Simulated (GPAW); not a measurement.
**Magnetic state of Co3 Ru1 Co3 0001 from several starts**

Wanted: the moments of Co3 Ru1 Co3 0001 and the energy of each order that was tried.

Main program and level: GPAW 26.7.0; PBE; plane waves with GPAW's PAW setups, scalar-relativistic.

### 1. Set-up

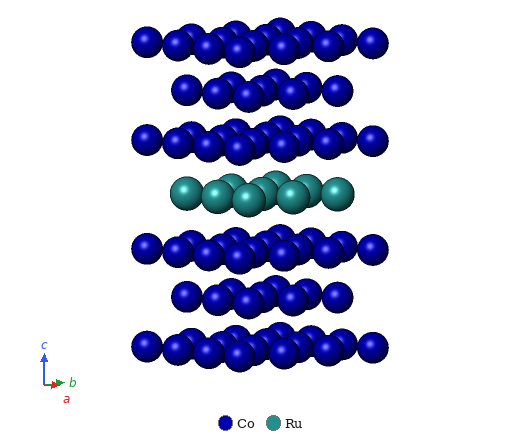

The cell as given, from the side, with the c axis up (cobalt blue, ruthenium teal). 3×3×1 cells are drawn. Some periodic images of atoms are drawn too.

The cell holds 7 atoms: 6 Co and 1 Ru. Cell: a = 2.706 Å, b = 2.706 Å, c = 22.897 Å, α = 90.0°, β = 90.0°, γ = 120.0°. ideal sites on the substrate's mesh, layer spacings from atomic volumes, unrelaxed, 12 A of vacuum. Vacuum lies along c.

### 2. Order 1, typed as ferro ++++++

Parallel moments need no larger cell; this start tests for a ferromagnetic state only.

File order1.py:

```python
import json
import numpy as np
from ase import Atoms
from ase.parallel import paropen, parprint
from gpaw import GPAW

atoms = Atoms(['Co', 'Co', 'Co', 'Ru', 'Co', 'Co', 'Co'],
    cell=[[2.706, 0.0, 0.0],
         [-1.353, 2.343465, 0.0],
         [0.0, 0.0, 22.8966]],
    scaled_positions=[[0.0, 0.0, 0.262047],
         [0.333333, 0.666667, 0.338495],
         [0.0, 0.0, 0.414943],
         [0.333333, 0.666667, 0.5],
         [0.0, 0.0, 0.585057],
         [0.333333, 0.666667, 0.661505],
         [0.0, 0.0, 0.737953]],
    pbc=True,
    magmoms=[1.8, 1.8, 1.8, 0.0, 1.8, 1.8, 1.8])
atoms.calc = GPAW(mode={'name': 'pw', 'ecut': 450},
    xc='PBE',
    kpts={'size': (20, 20, 1), 'gamma': True},
    occupations={'name': 'fermi-dirac', 'width': 0.05},
    convergence={'density': 1e-05, 'energy': 1e-05},
    maxiter=250,
    mixer={'name': 'pulay', 'beta': 0.03, 'nmaxold': 8, 'weight': 100},
    symmetry={'tolerance': 1e-4},
    txt='order1.txt')
e = atoms.get_potential_energy(force_consistent=True)
res = {'free_energy': e, 'energy_sigma0': atoms.get_potential_energy(), 'fermi_energy': atoms.calc.get_fermi_level()}
res['moments'] = atoms.get_magnetic_moments().tolist()
res['total'] = atoms.get_magnetic_moment()
parprint('site moments (muB):', np.round(res['moments'], 3))
parprint(f"total moment: {res['total']:.3f} muB")
parprint(f'free energy: {e:.6f} eV')
atoms.calc.write('order1.gpw')
with paropen('results.json', 'w') as f:
    json.dump(res, f)
```

On the command line:

```console
> OMP_NUM_THREADS=1 mpirun -n 4 gpaw python order1.py > order1.log
```

Numbers of over 12 decimals in the logs are rounded to 6 here.

Output:

```text
site moments (muB): [ 1.825  1.718  1.257 -0.063  1.257  1.718  1.825]
total moment: 9.291 muB
free energy: -54.906315 eV

--- order1.txt ---
Input parameters:
  mode=PW(ecut=450),
  convergence={'density': 1e-05, 'energy': 1e-05},
  kpts=MonkhorstPack(size=(20, 20, 1), gamma=True),
  maxiter=250,
  mixer=Pulay(name='pulay', nmaxold=8, beta=0.03, weight=100, sigma=0.015, g_ss=None),
  occupations=Occupations(name='fermi-dirac', width=0.05),
  symmetry=Symmetry(tolerance=0.0001),
  xc=XC(name='PBE')

Diagonalizing LCAO Hamiltonian
Converting LCAO to pw mode

       Co

        Co

       Co
        Ru

       Co

        Co

       Co

Atoms  # Å, Bohr magnetons
|   | symbol |         x |        y |         z |    initial magnetic moments |
|---|--------|-----------|----------|-----------|-----------------------------|
| 0 |     Co |  0.000000 | 0.000000 |  5.999985 | ( 0.0000,  0.0000,  1.8000) |
| 1 |     Co | -0.000001 | 1.562311 |  7.750385 | ( 0.0000,  0.0000,  1.8000) |
| 2 |     Co |  0.000000 | 0.000000 |  9.500784 | ( 0.0000,  0.0000,  1.8000) |
| 3 |     Ru | -0.000001 | 1.562311 | 11.448300 | ( 0.0000,  0.0000,  0.0000) |
| 4 |     Co |  0.000000 | 0.000000 | 13.395816 | ( 0.0000,  0.0000,  1.8000) |
| 5 |     Co | -0.000001 | 1.562311 | 15.146215 | ( 0.0000,  0.0000,  1.8000) |
| 6 |     Co |  0.000000 | 0.000000 | 16.896615 | ( 0.0000,  0.0000,  1.8000) |

Unit cell  # Å
| periodic |         x |        y |         z |   lengths |     angles |
|----------|-----------|----------|-----------|-----------|------------|
|      yes |  2.706000 | 0.000000 |  0.000000 |  2.706000 |  90.000000 |
|      yes | -1.353000 | 2.343465 |  0.000000 |  2.706000 |  90.000000 |
|      yes |  0.000000 | 0.000000 | 22.896600 | 22.896600 | 119.999997 |

Number of symmetries: 12

BZ-sampling:
  Number of BZ points: 400
  Number of IBZ points: 44

  Monkhorst-Pack size: [20, 20, 1]
  Monkhorst-Pack shift: [0.025, 0.025, 0.0]

K-points  # in reciprocal-cell coordinates
|     |                                coordinates |     weight |
|-----|--------------------------------------------|------------|
|   0 | ( -0.00000000,  -0.00000000,   0.00000000) | 0.00250000 |
|   1 | (  0.05000000,  -0.00000000,   0.00000000) | 0.01500000 |
|   2 | (  0.10000000,  -0.05000000,   0.00000000) | 0.01500000 |
|   3 | (  0.10000000,  -0.00000000,   0.00000000) | 0.01500000 |
|   4 | (  0.15000000,  -0.05000000,   0.00000000) | 0.03000000 |
|   5 | (  0.15000000,  -0.00000000,   0.00000000) | 0.01500000 |
|   6 | (  0.20000000,  -0.10000000,   0.00000000) | 0.01500000 |
|   7 | (  0.20000000,  -0.05000000,   0.00000000) | 0.03000000 |
|   8 | (  0.20000000,  -0.00000000,   0.00000000) | 0.01500000 |
|   9 | (  0.25000000,  -0.10000000,   0.00000000) | 0.03000000 |
| ... |                                            |            |
|  43 | (  0.50000000,   0.50000000,   0.00000000) | 0.00750000 |

Plane wave coefficients: 3199
Cutoff: 450.000000 eV

Spin-components: 2 (collinear spins)
Bands:           53
Projectors:      42
Spin-degeneracy: 1
Datatype:        complex128

Parallelization:
  kpt:    4
  domain: 1
  band:   1

Density:
  Valence electrons: 70.0
  Components: 2
  Grid points: [ 14  14 120]
  Charge: 0.0  # |e|

Potential:
  Grid points: [ 14  14 120]

species:
  Co:
    name:    Cobalt
    Z:       27.0
    valence: 9
    core:    18
    charge:  0.0  # [|e|]
    compensation charges:
      type: gauss
      rc: 0.32  # [Å]
      lmax: 2
    cutoffs:
      filter: 1.87  # [Å]
      core: 2.55  # [Å]
    projectors
    | kind |    occ | energy [eV] | rcut [Å] |
    |------|--------|-------------|----------|
    |   4s |  2.000 |      -5.469 |    1.005 |
    |   4p |  0.000 |      -1.277 |    1.058 |
    |   3d |  7.000 |      -8.205 |    1.005 |
    |    s |        |      21.742 |    1.005 |
    |    p |        |      25.934 |    1.058 |
    |    d |        |      19.007 |    1.005 |

    Using partial waves for Co as LCAO basis

  Ru:
    name:    Ruthenium
    Z:       44.0
    valence: 16
    core:    28
    charge:  0.0  # [|e|]
    compensation charges:
      type: gauss
      rc: 0.39  # [Å]
      lmax: 2
    cutoffs:
      filter: 2.16  # [Å]
      core: 1.30  # [Å]
    projectors
    | kind |    occ | energy [eV] | rcut [Å] |
    |------|--------|-------------|----------|
    |   4s |  2.000 |     -76.316 |    1.281 |
    |   5s |  1.000 |      -4.236 |    1.281 |
    |   4p |  6.000 |     -46.423 |    1.286 |
    |   5p |  0.000 |      -0.913 |    1.286 |
    |   4d |  7.000 |      -5.203 |    1.254 |
    |    d |        |      22.008 |    1.254 |

    Using partial waves for Ru as LCAO basis

Reference energy: -350661.384417  # eV

eigensolver:
  PPCG
  Converge bands: occupied
  niter=2

density mixing:
  Pulay-Mixer
  Linear mixing parameters: 0.03
  Old densities: 8
  Fourier metric: weight=100, sigma=0.015

occupation numbers:
  Fermi-Dirac:
    width: 0.0500  # eV

poisson solver:
  ecut: 3600.000000  # eV

xc functional:
  name: PBE with 2 nearest neighbor stencil

convergence criteria:
- Maximum integral of absolute [dens]ity change: 1e-05 electrons / valence electron
- Maximum [total energy] change in last 3 cyles: 1e-05 eV / valence electron
- Maximum integral of absolute [eigenst]ate change: 4e-08 eV^2 / valence electron
maximum number of iterations: 250

SCF iterations
|iter     |      energy | eigst |  dens |  magmom |
|---------|-------------|-------|-------|---------|
|iter:   1|       0s |  -60.330397 | +0.34 |       | +10.8167|
|iter:   2|       6s |  -57.321377 | -0.94 | -0.79 | +10.7163|
|iter:   3|      13s |  -56.598660 | -1.63 | -0.84 | +10.6995|
|iter:   4|      20s |  -55.597631 | -2.18 | -0.93 | +10.6367|
|iter:   5|      27s |  -55.066657 | -1.98 | -1.07 | +10.5147|
|iter:   6|      33s |  -54.909775 | -1.33 | -1.21 | +10.2451|
|iter:   7|      40s |  -54.716207 | -2.38 | -1.25 | +10.2527|
|iter:   8|      46s |  -54.734726 | -2.30 | -1.39 | +10.0562|
|iter:   9|      53s |  -54.759486 | -2.77 | -1.48 |  +9.9511|
|iter:  10|      60s |  -54.765286 | -2.81 | -1.57 |  +9.9880|
[... 34 iterations left out ...]
|iter:  45|     257s |  -54.869668c| -9.13c| -4.66 |  +9.2925|
|iter:  46|     260s |  -54.869668c| -8.61c| -4.67 |  +9.2922|
|iter:  47|     264s |  -54.869668c| -8.53c| -4.71 |  +9.2921|
|iter:  48|     267s |  -54.869669c| -8.76c| -4.79 |  +9.2917|
|iter:  49|     270s |  -54.869669c| -9.05c| -4.89 |  +9.2916|
|iter:  50|     273s |  -54.869669c| -9.04c| -4.98 |  +9.2914|
|iter:  51|     276s |  -54.869669c| -9.46c| -4.96 |  +9.2915|
|iter:  52|     280s |  -54.869668c| -9.61c| -4.98 |  +9.2914|
|iter:  53|     283s |  -54.869669c| -9.73c| -4.99 |  +9.2913|
|iter:  54|     286s |  -54.869669c| -9.89c| -5.04c|  +9.2912|

Converged in 54 steps
Energy contributions relative to reference atoms: (reference = -350661.384417)

Energy contributions:
  Kinetic:          49.072643
  Coulomb:         -43.819968
  Zero:              1.308353
  External:          0.000000
  Xc:              -61.394051
  Entropy:          -0.073293
  Spinorbit:         0.000000
  ----------------------------
  Free energy:     -54.906315
  Extrapolated:    -54.869669

dipole moment: (-21.774129, -21.106012, -0.000072)  # |e|*Ang

Total magnetic moment: (0.000000, 0.000000, 9.291240)

Local magnetic moments
|        x |        y |         z |
|----------|----------|-----------|
| 0.000000 | 0.000000 |  1.824933 |  # Co   0
| 0.000000 | 0.000000 |  1.718079 |  # Co   1
| 0.000000 | 0.000000 |  1.256553 |  # Co   2
| 0.000000 | 0.000000 | -0.062660 |  # Ru   3
| 0.000000 | 0.000000 |  1.256553 |  # Co   4
| 0.000000 | 0.000000 |  1.718079 |  # Co   5
| 0.000000 | 0.000000 |  1.824933 |  # Co   6

Fermi level: 4.069
Eigenvalues  # (at kpt = [-0.000, -0.000, 0.000])
| band index |      eig [eV] | occ [0-1] |      eig [eV] | occ [0-1] |
|------------|---------------|-----------|---------------|-----------|
|          0 |       -68.867 |     1.000 |       -68.896 |     1.000 |
|        ... |               |           |               |           |
|         31 |         2.327 |     1.000 |         3.882 |     0.977 |
|         32 |         2.327 |     1.000 |         3.882 |     0.977 |
|         33 |         2.353 |     1.000 |         4.041 |     0.638 |
|         34 |         2.871 |     1.000 |         4.118 |     0.273 |
|         35 |         2.871 |     1.000 |         4.475 |     0.000 |
|         36 |         3.146 |     1.000 |         4.475 |     0.000 |
|         37 |         3.146 |     1.000 |         4.734 |     0.000 |
|         38 |         3.337 |     1.000 |         4.734 |     0.000 |
|         39 |         3.337 |     1.000 |         5.013 |     0.000 |
|         40 |         3.384 |     1.000 |         5.013 |     0.000 |
|         41 |         3.574 |     1.000 |         5.067 |     0.000 |
|         42 |         3.574 |     1.000 |         5.067 |     0.000 |
|         43 |         4.705 |     0.000 |         5.139 |     0.000 |
|         44 |         4.705 |     0.000 |         5.139 |     0.000 |
|         45 |         4.991 |     0.000 |         5.164 |     0.000 |
|        ... |               |           |               |           |
|         52 |        16.927 |     0.000 |        17.117 |     0.000 |

No gap
No difference between direct/indirect transitions
```

Wall time 5 min (4 MPI ranks of Arm Neoverse V1, shared host); peak memory 1.1 GiB; 20 min of CPU time.

Spin moment in the augmentation sphere by atom:

| atom | spin moment in the augmentation sphere (μB) |
| --- | --- |
| Co1 | 1.82 |
| Co2 | 1.72 |
| Co3 | 1.26 |
| Ru4 | -0.06 |
| Co5 | 1.26 |
| Co6 | 1.72 |
| Co7 | 1.82 |

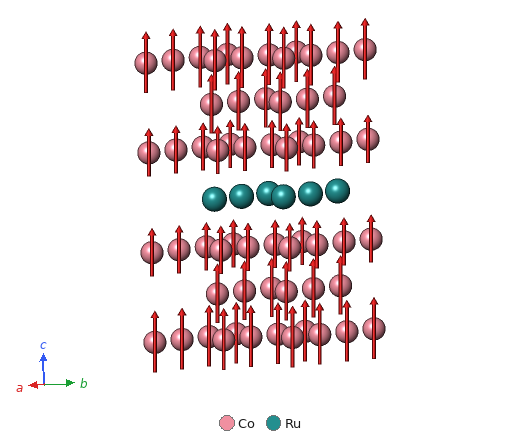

Spin moment in the augmentation sphere as arrows, the longest 1.82 μB. Up and down stand for the sign. Arrows give size and sign along the axis of quantisation, drawn up and down the page. 3×2×1 cells are drawn. Some periodic images of atoms are drawn too.

This step gave:

```yaml
magnetization: 9.291 μB
final_state: ferromagnetic
```

After 54 cycles the largest moment stands at 1.82 μB.

(Continued in part 2 of 2.)

[Logs and program files are shortened in this print: banners, set-up blocks, solver, clock and traceback lines can be left out without a mark of their own.]

[Logs are printed without paths, hosts, clocks, repeated set-up lines and the standing remarks that a program may print on its own settings, such as how far it seeks lower states.]

[Hosts, paths, dates, database ids (printed as entryN), source tags and the programs' standing remarks are cut or masked in the printed files.]

[Where a cell is said to come from a database of computed structures, the database is the Materials Project.]
